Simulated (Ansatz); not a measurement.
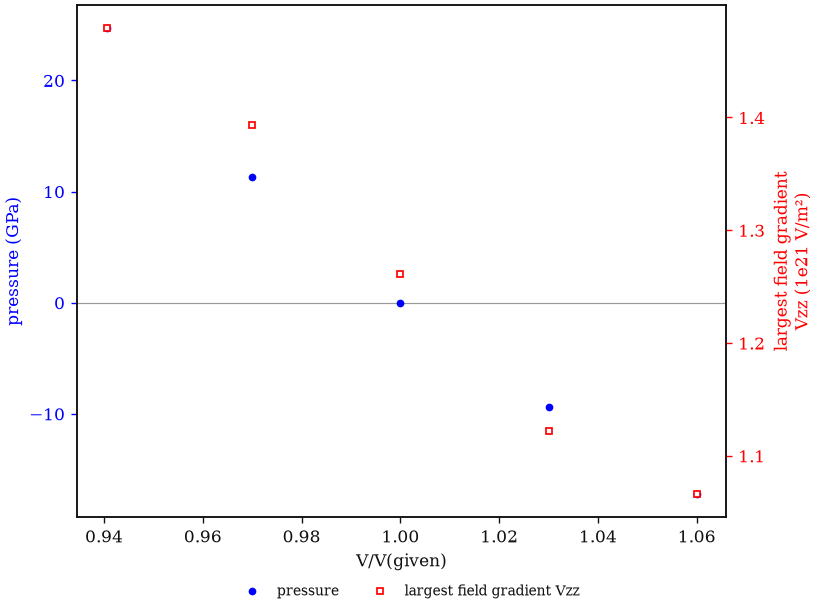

The picture above shows the pressure and largest field gradient Vzz against V/V(given) for Ir, space group P6_3/mmc (No. 194).

Cell as given: a = 2.749 Å, b = 2.749 Å, c = 4.452 Å, α = 90.00°, β = 90.00°, γ = 120.00°; 2 atoms.

How it was computed, with Ansatz 0.2.0: periodic Kohn-Sham DFT of a crystal at fixed atoms, scaled to the stated factor times the given cell; pressure positive in compression. Level: PBE.

method frozen-core PAW; relativity scalar; k mesh 15×15×8; occupations Fermi–Dirac; smearing width 0.03 eV; wave cutoff 420 eV; PAW set soft_2.

V(given) is 14.56 Å³/atom.

Give the values behind the plot as a table.

```csv
V/V(given),pressure (GPa),largest field gradient Vzz (1e21 V/m²)
0.941,24.7,1.479
0.970,11.3,1.393
1.000,0.0,1.261
1.030,-9.4,1.122
1.060,-17.2,1.066
```

Keep in mind: field gradient without spin-orbit coupling on heavy atoms; no gap: field gradients move with the k mesh; no spin-orbit coupling on heavy atoms; shape and atomic fractions are frozen while scaling, which makes layered, chain and framework solids too stiff.
